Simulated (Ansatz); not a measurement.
**SnO: single-point calculation (part 1 of 2)**

The run: single-point calculation of SnO (P4/nmm, 32 atoms in the cell). Method and program: DFT PBE+D3(BJ), scalar-relativistic, plane waves, PAW, PAW set soft_1, no spin polarisation (Ansatz 0.2.0).

The structure derives from an entry of the Crystallography Open Database.

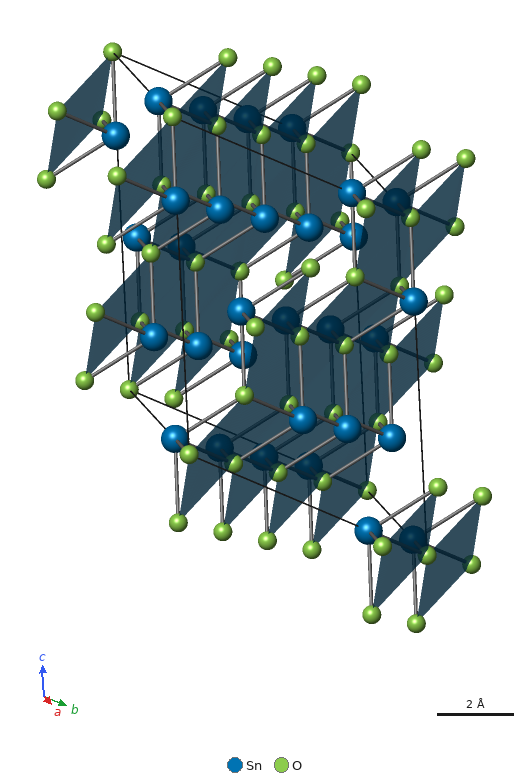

*The structure as given in the input (polyhedral view of the cell of the calculation, seen slightly off an axis; polyhedra are completed across the faces of the cell).*

**Input**
```yaml
crystal:
  lattice:
    - [0.0, -7.6735712367, 4.7589571443]
    - [0.0, 7.6735712367, 4.7589571443]
    - [-7.6735712367, 0.0, -4.7589571443]
  atoms:
    - { symbol: Sn, position: [0.2466788119, 0.2466788119, 0.25] }
    - { symbol: Sn, position: [0.9966788119, 0.4966788119, 0.25] }
    - { symbol: Sn, position: [0.4966788119, 0.9966788119, 0.25] }
    - { symbol: Sn, position: [0.7466788119, 0.7466788119, 0.25] }
    - { symbol: Sn, position: [0.4966788119, 0.4966788119, 0.75] }
    - { symbol: Sn, position: [0.7466788119, 0.2466788119, 0.75] }
    - { symbol: Sn, position: [0.2466788119, 0.7466788119, 0.75] }
    - { symbol: Sn, position: [0.9966788119, 0.9966788119, 0.75] }
    - { symbol: Sn, position: [0.5033211881, 0.2533211881, 0.0] }
    - { symbol: Sn, position: [0.2533211881, 0.5033211881, 0.0] }
    - { symbol: Sn, position: [0.7533211881, 0.0033211881, 0.0] }
    - { symbol: Sn, position: [0.0033211881, 0.7533211881, 0.0] }
    - { symbol: Sn, position: [0.7533211881, 0.5033211881, 0.5] }
    - { symbol: Sn, position: [0.0033211881, 0.2533211881, 0.5] }
    - { symbol: Sn, position: [0.5033211881, 0.7533211881, 0.5] }
    - { symbol: Sn, position: [0.2533211881, 0.0033211881, 0.5] }
    - { symbol: O, position: [0.75, 0.75, 0.5] }
    - { symbol: O, position: [0.5, 0.0, 0.5] }
    - { symbol: O, position: [0.0, 0.5, 0.5] }
    - { symbol: O, position: [0.25, 0.25, 0.5] }
    - { symbol: O, position: [0.0, 0.0, 1.0] }
    - { symbol: O, position: [0.25, 0.75, 1.0] }
    - { symbol: O, position: [0.75, 0.25, 1.0] }
    - { symbol: O, position: [0.5, 0.5, 1.0] }
    - { symbol: O, position: [0.25, 0.0, 0.25] }
    - { symbol: O, position: [0.0, 0.25, 0.25] }
    - { symbol: O, position: [0.5, 0.75, 0.25] }
    - { symbol: O, position: [0.75, 0.5, 0.25] }
    - { symbol: O, position: [0.5, 0.25, 0.75] }
    - { symbol: O, position: [0.75, 0.0, 0.75] }
    - { symbol: O, position: [0.25, 0.5, 0.75] }
    - { symbol: O, position: [0.0, 0.75, 0.75] }
basis:
  ecutwfc: 420
  xc_grid: 2
kpoints:
  mp_grid: { grid: [4, 4, 4], shift: [0.5, 0.5, 0.5] }
hamiltonian:
  xc: pbe
  dispersion: d3bj
  pseudopotentials: { azcp: { folder: soft_1 } }
scf:
  occupations: { method: gaussian, width: 0.1 }
output:
  forces: true
  stress: true
  eigenvalues: true
  write_density: true
  write_potential: true
  elf: true
  volumetric_format: npy
```

Machine: 8 threads of Intel Xeon (Granite Rapids), 176 GiB of memory available, shared host.

Command:
```bash
ansatz run input.yaml --threads 8 --pin off --max-ram 22528MiB --backend cpu --events-out ev --progress --plain --runs-dir out
```

**The program's output**
```
Engine: ansatz 0.2.0, x86_64-unknown-linux-gnu
Pseudopotentials: kind: paw
Pseudopotential: Sn, paw, valence charge 14, recommended cutoff 420 eV (normal), [file]
Pseudopotential: O, paw, valence charge 6, recommended cutoff 420 eV (normal), [file]
Functional definition: PBE
  parameter kappa = 0.804
  parameter beta = 0.06672455060314922
  exchange = pbe_x(kappa = kappa, mu = beta*pi^2/3)
  correlation = pbe_c(beta = beta)
Crystal: 32 atoms, lattice volume = 560.450 Å³
Basis set: ecut = 420 eV, 10955 PW (Γ), exchange–correlation on 128×128×128 points (8 copies of the dense FFT grid, shifted against one another)
Bands: 192, of which v1, the nominal top of the filled ones, is band 160 counted from 1 (159 counted from 0)
Symmetry: 128 space group operations
Space group: P4/nmm (ITA 129), of the structure as read, at distance tolerance 8.2e-5 Å
k-points: 11 of 64
Non-local potential: Sn, projectors of the file, l = 0: 2, l = 1: 2, l = 2: 2, l = 3: 1
Non-local potential: O, projectors of the file, l = 0: 2, l = 1: 2, l = 2: 1
PAW form: soft (Blöchl's): semilocal exchange-correlation on the pseudo side does not see the compensation charge
PAW one-centre angular grid: Sn, 590 points (default); XC on 64 Gauss nodes
PAW one-centre angular grid: O, 110 points (default); XC on 64 Gauss nodes
Initial density: superposition of atomic densities (chi_scale 0.1, normalization cell, long waves kept (reshape's long-wave potential 0.15 eV rms))
Initial wavefunctions: pseudopotential atomic-orbital guess
Functional: x = pbe(κ = 0.804, μ = 0.2195149727645171), c = pbe(β = 0.06672455060314922)
SCF iter   1: F=—  HF=-105479.852458 eV  |F-HF|=—  |Δ(HF+E_count)|=         —  Δρ=4.78e-2  dr2=1.65e1  ethr=3.10e-3  ⟨swp⟩=6.1  Hψ=8411  notcnv=0  defer=29
preconditioner: auto → Kerker (q_TF=auto, 2.485 Å⁻¹)  [metal: Δε(μ)=0.054 eV  Ē_g=18.352 eV  σ=0.100 eV  W_gap=0.30  n_scr=158 (ndim 8)  ℏωp=28.1 eV  f_vac=0.000  D(μ)=2.52/eV (n_scr^D=12)]
SCF iter   2: F=—  HF=-105477.151906 eV  |F-HF|=—  |Δ(HF+E_count)|=    2.70e0  Δρ=2.56e-2  dr2=5.90e0  ethr=3.10e-3  ⟨swp⟩=3.2  Hψ=4267  notcnv=0  defer=281
SCF iter   3: F=—  HF=-105476.097396 eV  |F-HF|=—  |Δ(HF+E_count)|=    1.05e0  Δρ=1.61e-2  dr2=1.77e0  ethr=1.84e-3  ⟨swp⟩=2.3  Hψ=3616  notcnv=0  defer=281
SCF iter   4: F=—  HF=-105475.841827 eV  |F-HF|=—  |Δ(HF+E_count)|=   2.56e-1  Δρ=4.98e-3  dr2=2.00e-1  ethr=5.53e-4  ⟨swp⟩=2.2  Hψ=2743  notcnv=0  defer=279
SCF iter   5: F=—  HF=-105475.836791 eV  |F-HF|=—  |Δ(HF+E_count)|=   5.04e-3  Δρ=1.50e-3  dr2=2.42e-2  ethr=6.25e-5  ⟨swp⟩=2.4  Hψ=3119  notcnv=0  defer=279
preconditioner: auto → Resta (q_TF=auto, 2.485 Å⁻¹)  ε∞=3.4  [insulator: Δε(μ)=0.162 eV  Ē_g=18.006 eV  σ=0.100 eV  W_gap=0.75  n_scr=158 (ndim 8)  ℏωp=28.1 eV  f_vac=0.005  D(μ)=0.84/eV (n_scr^D=0)  ε∞_Penn≈3.4]
SCF iter   6: F=—  HF=-105475.843849 eV  |F-HF|=—  |Δ(HF+E_count)|=   7.06e-3  Δρ=5.39e-4  dr2=1.70e-3  ethr=7.56e-6  ⟨swp⟩=2.4  Hψ=3308  notcnv=0  defer=279
SCF iter   7: F=—  HF=-105475.844949 eV  |F-HF|=—  |Δ(HF+E_count)|=   1.10e-3  Δρ=1.28e-4  dr2=1.05e-4  ethr=5.31e-7  ⟨swp⟩=2.0  Hψ=3591  notcnv=0  defer=279
SCF iter   8: F=—  HF=-105475.844995 eV  |F-HF|=—  |Δ(HF+E_count)|=   4.61e-5  Δρ=3.87e-5  dr2=8.44e-6  ethr=3.30e-8  ⟨swp⟩=2.0  Hψ=3592  notcnv=0  defer=279
SCF iter   9: F=—  HF=-105475.845422 eV  |F-HF|=—  |Δ(HF+E_count)|=   4.27e-4  Δρ=1.32e-5  dr2=8.96e-7  ethr=2.64e-9  ⟨swp⟩=2.2  Hψ=3658  notcnv=0  defer=279
SCF iter  10: F=-105475.845422 eV  HF=-105475.845422 eV  |F-HF|=1.08e-8  |Δ(HF+E_count)|=   8.88e-8  Δρ=1.82e-6  dr2=1.35e-8  ethr=3.13e-11  ⟨swp⟩=15.7  Hψ=18588  notcnv=0
SCF 1 converged in 10 iterations: F = -105475.845422 eV  dr2 = 1.35e-8
  greatest PAW one-centre occupation: 0.993 electrons in one spin orbital (limit 2), on the Sn atom at site 7 (counted from 0), in its partial waves of l = 2
```

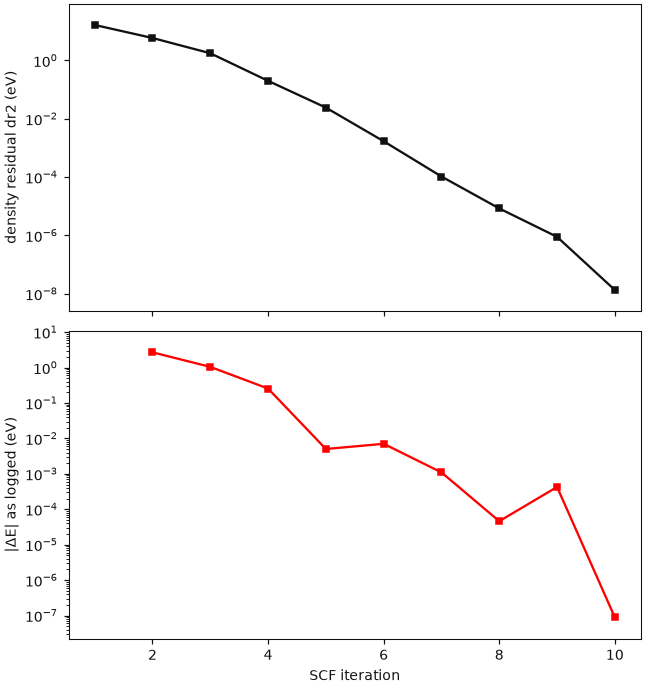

*Convergence of the self-consistent field: density residual dr2 and size of the energy change against the SCF iteration.*

The residual falls at every step.

```
SCF converged after 10 iterations
Free energy (F): -105475.845422 eV
Harris-Foulkes:  -105475.845422 eV  (|F-HF|=1.08e-8)
Internal energy: -105475.841602 eV  (E = F + TS)
E sigma→0 (E₀):  -105475.843512 eV
Entropy (-TS):   -0.003820 eV (-0.119 meV/atom)
Fermi energy:    10.043440 eV
--- Per-component energies (eV) ---
  E_band       = -1455.445413
  E_kinetic    = 5376.022015
  E_local      = -23388.829959  (includes V_loc(G=0)·N_el)
  E_nonlocal   = 3160.374544
  E_hartree    = 10999.527682
  E_xc         = -3157.690681
  E_vxc        = -2742.448719  (∫ρ·V_xc dr)
  E_paw        = -72509.608899  (= ΣΔE_a)
  E_vpaw       = -5859.640000  (= ΣTr[D̂ρ^β])
  E_aug_tail   = 0.016605  (compensation charges beyond the density's cutoff)
  E_ewald      = -25948.134805
  E_disp       = -7.518105  (pairwise vdW)
  E_smearing   = -0.003820  (= −TS)
  E_closure    = -0.000000  (closes the sum)
  Σ components = -105475.845422   (vs F -105475.845422, Δ=0.00e0)
--- Forces (eV/Å), atoms counted from 1 ---
  atom   1  Sn     0.00000000     0.00000000    -0.00817897
  atom   2  Sn     0.00000000     0.00000000    -0.00817897
  atom   3  Sn    -0.00000000     0.00000000    -0.00817897
  atom   4  Sn    -0.00000000    -0.00000000    -0.00817897
  atom   5  Sn    -0.00000000     0.00000000    -0.00817897
  atom   6  Sn     0.00000000    -0.00000000    -0.00817897
  atom   7  Sn    -0.00000000     0.00000000    -0.00817897
  atom   8  Sn    -0.00000000     0.00000000    -0.00817897
  atom   9  Sn    -0.00000000    -0.00000000     0.00817897
  atom  10  Sn    -0.00000000     0.00000000     0.00817897
  atom  11  Sn     0.00000000    -0.00000000     0.00817897
  atom  12  Sn     0.00000000     0.00000000     0.00817897
  atom  13  Sn    -0.00000000     0.00000000     0.00817897
  atom  14  Sn     0.00000000     0.00000000     0.00817897
  atom  15  Sn     0.00000000     0.00000000     0.00817897
  atom  16  Sn    -0.00000000    -0.00000000     0.00817897
  atom  17  O      0.00000000    -0.00000000     0.00000000
  atom  18  O     -0.00000000     0.00000000     0.00000000
  atom  19  O     -0.00000000    -0.00000000    -0.00000000
  atom  20  O      0.00000000    -0.00000000    -0.00000000
  atom  21  O     -0.00000000     0.00000000     0.00000000
  atom  22  O     -0.00000000     0.00000000    -0.00000000
  atom  23  O      0.00000000    -0.00000000    -0.00000000
  atom  24  O     -0.00000000     0.00000000     0.00000000
  atom  25  O     -0.00000000    -0.00000000    -0.00000000
  atom  26  O     -0.00000000     0.00000000    -0.00000000
  atom  27  O      0.00000000     0.00000000     0.00000000
  atom  28  O      0.00000000    -0.00000000     0.00000000
  atom  29  O     -0.00000000     0.00000000     0.00000000
  atom  30  O     -0.00000000     0.00000000     0.00000000
  atom  31  O      0.00000000     0.00000000    -0.00000000
  atom  32  O     -0.00000000    -0.00000000    -0.00000000
  max |Σ_I F_I| component: 2.84e-17 eV/Å
--- Stress (GPa, compression-positive) ---
       -0.010576       0.000000       0.000000
       -0.000000      -0.010576       0.000000
        0.000000      -0.000000      -0.021387
  P = ⅓ Tr σ = -0.0142 GPa (-0.142 kbar)
--- Band table (eV; the first three rows and the last of 11) ---
  k-point 0: bands = ["-11.9662", "-11.9319", "-11.9319", "-11.9027", "-11.9013", "-11.9013", "-11.8996", "-11.8996", "-11.8519", "-11.8519", "-11.8153", "-11.8153", "-11.7584", "-11.6942", "-11.6942", "-11.5832", "-11.5749", "-11.5735", "-11.5735", "-11.5710", "-11.5677", "-11.5677", "-11.5665", "-11.5665", "-11.5637", "-11.5595", "-11.5595", "-11.5587", "-11.5587", "-11.5581", "-11.5581", "-11.5540", "-11.5459", "-11.5459", "-11.5446", "-11.5434", "-11.5409", "-11.5409", "-11.5402", "-11.5362",
      "-11.5362", "-11.5343", "-11.5343", "-11.5328", "-11.5328", "-11.5293", "-11.5293", "-11.5264", "-11.5189", "-11.5059", "-11.4958", "-11.4950", "-11.4950", "-11.4876", "-11.4872", "-11.4872", "-11.4867", "-11.4867", "-11.4866", "-11.4866", "-11.4825", "-11.4825", "-11.4802", "-11.4778", "-11.4778", "-11.4692", "-11.4692", "-11.4684", "-11.4684", "-11.4664", "-11.4664", "-11.4626", "-11.4620", "-11.4617", "-11.4617", "-11.4599", "-11.4574", "-11.4574", "-11.4514", "-11.4514",
      "-9.9030", "-9.4568", "-9.4568", "-9.1345", "-8.8655", "-8.8655", "-8.6110", "-8.6110", "-8.4472", "-8.4472", "-8.1867", "-8.1867", "-8.1825", "-7.8485", "-7.8485", "-7.5943", "1.2597", "1.2597", "1.3758", "1.3758", "1.5218", "1.5218", "2.0008", "2.2326", "2.2988", "2.2988", "2.3644", "2.3644", "3.0193", "3.4486", "3.4486", "3.6212", "3.6663", "3.6663", "3.9893", "4.0978", "4.0978", "4.1775", "4.5602", "4.7258",
      "4.7983", "4.7983", "4.8584", "4.8584", "4.8830", "4.8830", "4.8957", "4.8957", "5.5852", "5.6947", "5.6947", "5.8334", "5.8334", "5.8670", "6.1860", "6.1860", "6.3767", "6.7676", "6.7711", "6.7929", "6.9013", "6.9013", "7.1596", "7.1596", "7.2757", "7.2757", "7.5001", "7.5001", "7.5057", "7.5057", "7.6542", "7.6542", "7.7943", "7.7943", "8.0729", "8.0729", "8.4175", "8.7260", "8.7260", "9.8332",
      "10.7370", "10.7370", "11.5990", "11.5990", "12.1279", "12.1279", "12.3745", "12.5161", "12.5161", "12.7422", "12.8383", "12.8383", "12.9695", "12.9695", "13.1321", "13.1817", "13.1817", "13.5552", "13.7277", "13.7277", "14.1397", "14.7249", "14.7249", "14.8488", "14.8488", "15.0263", "15.0263", "15.0343", "15.1535", "15.3447", "15.7909", "16.0185"]
```
